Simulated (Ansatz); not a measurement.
InSe

Input

```
crystal:
  lattice:
    a: 4.05
    b: 4.05
    c: 16.93
    alpha: 90.0
    beta: 90.0
    gamma: 120.0
  space_group: 194
  atoms:
    - { symbol: In, position: [0.3333333333333333, 0.6666666666666666, 0.157] }
    - { symbol: Se, position: [0.3333333333333333, 0.6666666666666666, 0.602] }
basis:
  ecutwfc: 489.804952427784
kpoints:
  mp_grid:
    grid: [5, 5, 2]
hamiltonian:
  xc: pbesol
scf:
  occupations:
    method: fixed
relax:
  max_steps: 30
  cell:
    fix: [volume]
output:
  write_density: true
  volumetric_format: [cube, npy]
```

Command:

```sh
python vcrelax_inse.py
```

Below, planes, directions and counts refer to the conventional cell (a = 4.02 Å, b = 4.02 Å, c = 17.18 Å, α = 90.00°, β = 90.00°, γ = 120.00°).

The fields are those of the relaxed geometry.

Space group P6₃/mmc.

Method: DFT PBEsol, plane waves, PAW (Ansatz).

Predict the valence pseudo-density between the atoms.

In–In (2.78 Å): the density is about 0.34 e/Å³ at the midpoint.

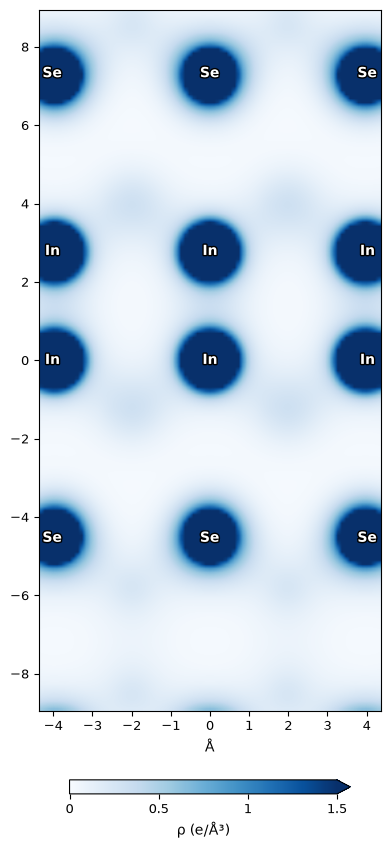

Computed valence pseudo-density on the (010) plane of the conventional cell. 

Core electrons are frozen (PAW), and the valence fields are smoothed inside the atomic spheres.
